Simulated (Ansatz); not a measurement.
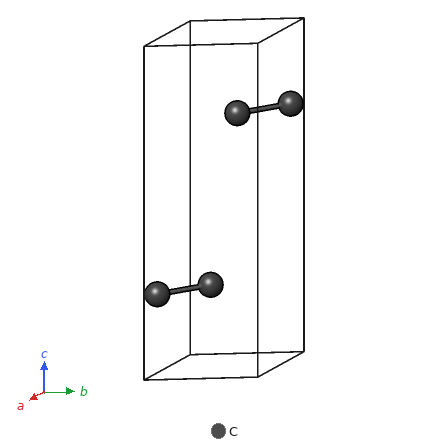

System: C, space group Fmmm (No. 69). The picture shows the cell.

Input file:
```
crystal:
  lattice:
    - [1.2295673641, -2.1292560039, 0.0]
    - [1.2295673641, 2.1292560039, 0.0]
    - [0.0, 0.0, 7.3891558145]
  atoms:
    - { symbol: C, position: [0.0833260798, 0.9166739202, 0.7499980437] }
    - { symbol: C, position: [0.5833260798, 0.4166739202, 0.2500019563] }
    - { symbol: C, position: [0.9166739202, 0.0833260798, 0.2500019563] }
    - { symbol: C, position: [0.4166739202, 0.5833260798, 0.7499980437] }
basis:
  ecutwfc: 420
kpoints:
  mp_grid: { grid: [18, 18, 6] }
hamiltonian:
  xc: pbesol
scf:
  occupations: { method: fermi_dirac, width: 0.15 }
output:
  forces: true
  stress: true
  eigenvalues: true
elastic:
  mode: relaxed_ion
  amplitude: 0.005
  stencil: two_point
```

Run as:
```bash
ansatz run input.yaml --threads 1 --pin off --max-ram 3072MiB --backend cpu --events-out ev --progress --plain --runs-dir out
```

Calculation (Ansatz 0.2.0): elastic stress-strain coefficients at zero temperature from small strains of the given cell, Voigt order xx yy zz yz xz xy, Cartesian axes of the cell vectors; plane waves with PAW datasets, Γ-centred k mesh. Level: PBEsol, no spin polarisation.

- wave cutoff: 420 eV
- k mesh: 18×18×6
- occupations: Fermi–Dirac
- smearing width: 0.15 eV
- ions: relaxed
- strain amplitude: 0.005

What does the calculation give for the stiffness matrix in Voigt order?

Its least eigenvalue is close to zero (−0.8 GPa), so the crystal is at the edge of mechanical stability.

Stiffness matrix C (GPa), Voigt order:
```tsv
	xx	yy	zz	yz	xz	xy
xx	963.6	182.2	0.2	0.0	0.0	0.0
yy	182.1	964.5	-1.8	0.0	0.0	0.0
zz	0.2	-1.7	6.8	0.0	0.0	0.0
yz	0.0	0.0	0.0	-0.8	0.0	0.0
xz	0.0	0.0	0.0	0.0	2.6	0.0
xy	0.0	0.0	0.0	0.0	0.0	390.3
```

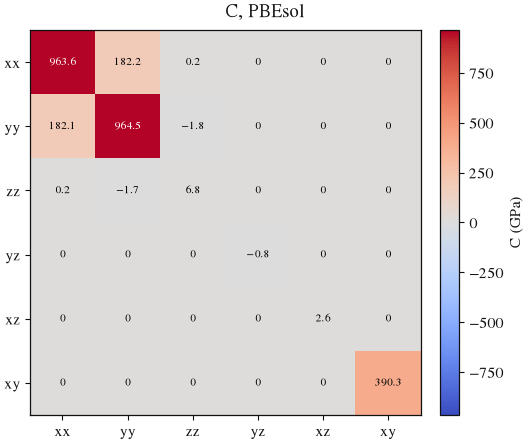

Limits of the calculation: metal sensitive to the k mesh; structure snapped to symmetry.
